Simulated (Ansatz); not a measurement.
**ZnSe: density, localisation and related maps**

Input file:

```
crystal:
  lattice:
    - [0.0, 2.6841416733, 2.6841416733]
    - [2.6841416733, 0.0, 2.6841416733]
    - [2.6841416733, 2.6841416733, 0.0]
  atoms:
    - { symbol: Zn, position: [0.0, 0.0, 0.0] }
    - { symbol: Se, position: [0.5, 0.5, 0.5] }
basis:
  ecutwfc: 420
kpoints:
  mp_grid: { grid: [14, 14, 14] }
  band_path:
    path:
      - [0.0, 0.0, 0.0]
      - [0.5, 0.0, 0.5]
      - [0.625, 0.25, 0.625]
      - [0.375, 0.375, 0.75]
      - [0.5, 0.5, 0.5]
      - [0.5, 0.25, 0.75]
      - [0.0, 0.14285714, -0.21428571]
      - [0.0, -0.5, -0.5]
    npoints: 1
hamiltonian:
  xc: pbe
scf:
  occupations: { method: gaussian, width: 0.1 }
  n_extra_bands: 8
output:
  eigenvalues: true
  write_density: true
  write_potential: true
  elf: true
  volumetric_format: npy
magnetization:
  noncollinear: true
  spin_orbit: true
```

Run with:

```sh
ansatz run input.yaml --threads 1 --pin off --max-ram 2560MiB --backend cpu --events-out ev --progress --plain --runs-dir out
```

Below, planes, directions and counts refer to the conventional cell (a = 5.37 Å, b = 5.37 Å, c = 5.37 Å, α = 90.00°, β = 90.00°, γ = 90.00°).

Space group Fm-3m; a generated structure, not necessarily the stable one.

These are results of DFT PBE, spin-orbit coupling, plane waves, PAW (Ansatz), not measurements.

Core electrons are frozen (PAW), and the valence fields are smoothed inside the atomic spheres.

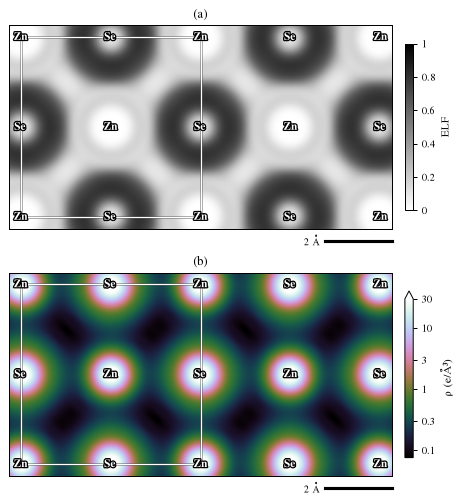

Figure 1. (a) electron localisation function; (b) valence charge density (pseudo) on the (010) plane of the conventional cell.

Interpret the plot.

- Atoms in the plane: Zn and Se.
- Zn–Se (2.68 Å): the density is about 0.3 e/Å³ at the midpoint; the ELF is about 0.50 at the midpoint and 0.15 at its lowest between the atoms.
- Between the atoms the lowest density in this plane is 0.08 e/Å³.

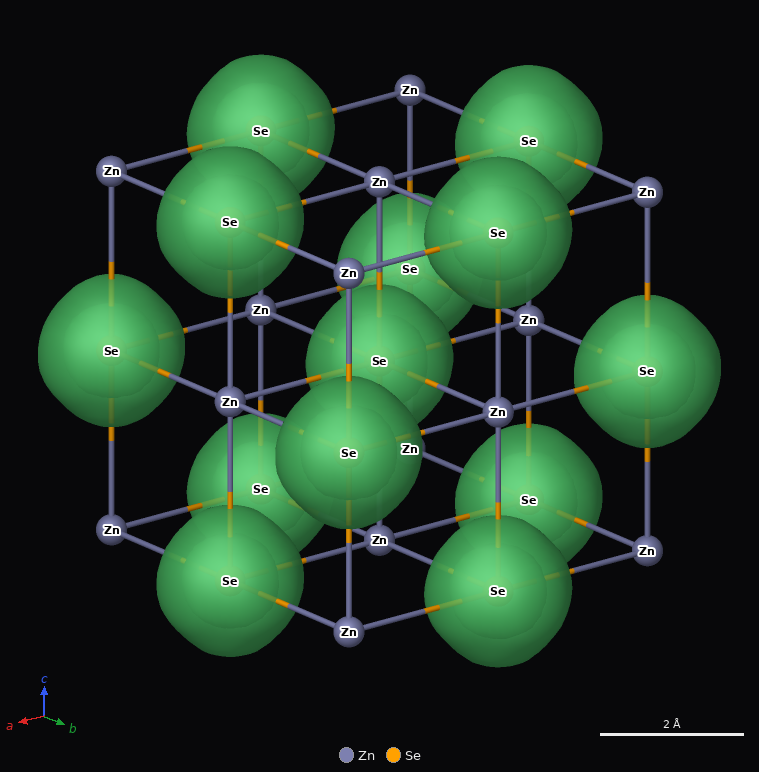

Figure 2. Isosurface of the ELF at 0.75 (green), seen at an oblique angle. Only the valence region is drawn (cores and ρ < 0.01 e/Å³ removed). Sticks mark near contacts.

Identify the bonds, lone pairs and shells in this picture.

At this value the surface marks out four regions wrapped around Se (the valence shell of each), counted in one cell of 8 atoms. Any copies at cell faces, edges or corners count once.

Does the calculation give a band gap?

It is metallic or semimetallic at this level of theory: no gap opens.
